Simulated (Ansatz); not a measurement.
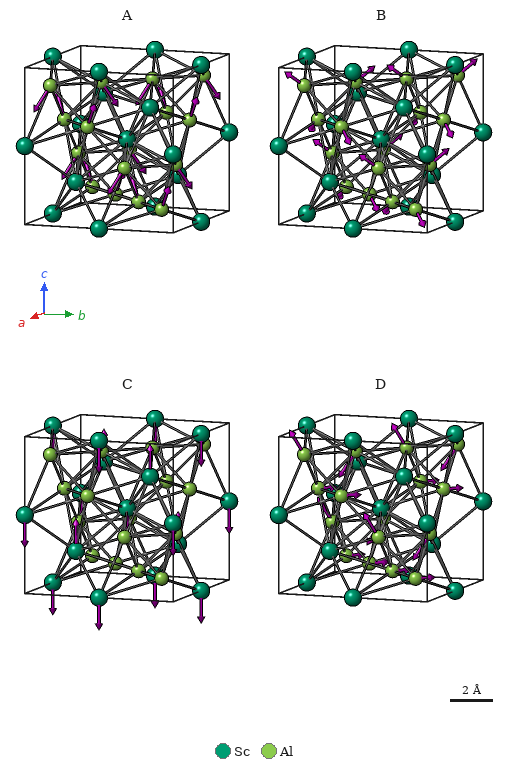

Four optical modes of crystalline ScAl2 at the zone centre, in no order (one member of each degenerate set). The purple arrows give the relative displacements of the atoms. The picture is a ball-and-stick view of the conventional cell (4 times the calculation's cell), seen slightly off an axis. Lengths and directions refer to the drawn axes.

All numbers below come from DFT r2SCAN, scalar-relativistic, plane waves, PAW (Ansatz 0.2.0). (plane-wave cutoff 500 eV; k-point mesh 12 × 12 × 12; occupations gaussian; smearing width 0.15 eV; no spin polarisation)

Rank the modes by frequency, softest first.

C (206 cm⁻¹), A (271 cm⁻¹), D (358 cm⁻¹), B (474 cm⁻¹). C, T₂g: The Al atoms stay at rest; all motion is along c; atoms of one kind move against one another, with no net shift of their sublattice. A, E_u: The Sc atoms stay at rest; atoms of one kind move against one another, with no net shift of their sublattice. D, T₁u: The Sc atoms hardly move. B, A₂u: The Sc atoms stay at rest; atoms of one kind move against one another, with no net shift of their sublattice. The crystal is metallic in this run.
